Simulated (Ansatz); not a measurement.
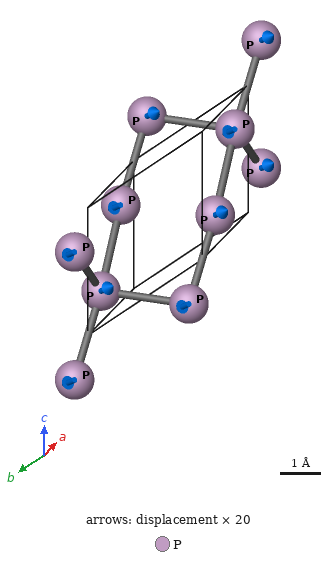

This is a relaxation of solid P (set up in Imma). The starting structure is drawn; blue arrows show the displacements (the part carried along by the change of the cell is left out), 20 times their true length.

A ball-and-stick model of the cell of the calculation, seen from a free direction.

Case: volume × 1.03, shape and atoms relaxed.

All numbers below come from DFT PBE+D3(BJ), scalar-relativistic, plane waves, PAW (Ansatz 0.2.0). Set-up: plane-wave cutoff 420 eV; k-point mesh 18 × 18 × 18; occupations gaussian; smearing width 0.1 eV; no spin polarisation; cell relaxed at fixed volume; force threshold 0.01 eV/Å; at most 30 steps.

> What happened in the run?

After 4 accepted moves (6 points after the start) the energy has fallen by 3.4 meV per atom. The largest force component goes from 0.15 to 0.0013 eV/Å. Pressure: −3.14 GPa at the start and −0.61 GPa at the end. The line search rejected the trial step at point 2 of the run. At 1 point the geometry stayed and the basis and grid were re-selected for the new cell (energy shift of less than 0.05 meV per atom at most each time). The largest moves relative to the cell, 0.032 Å, are those of P atoms. The drawn cell changes at constant volume: a = b = c 3.462 → 3.463 Å (0.0 %), α 120.3° → 121.1°, γ 119.8° → 119.0°. Some distances before and after: P–P 2.330 → 2.283 Å, P–P 2.454 → 2.461 Å. Bond angles that change, for instance: P–P–P 172.1° → 169.0°. The space group stays Imma (No. 74). Cost: 2.4 min on 1 thread of Intel(R) Xeon(R) Platinum 8259CL CPU @ 2.50GHz (Skylake/Cascade Lake) (shared host), peak memory 0.62 GiB.
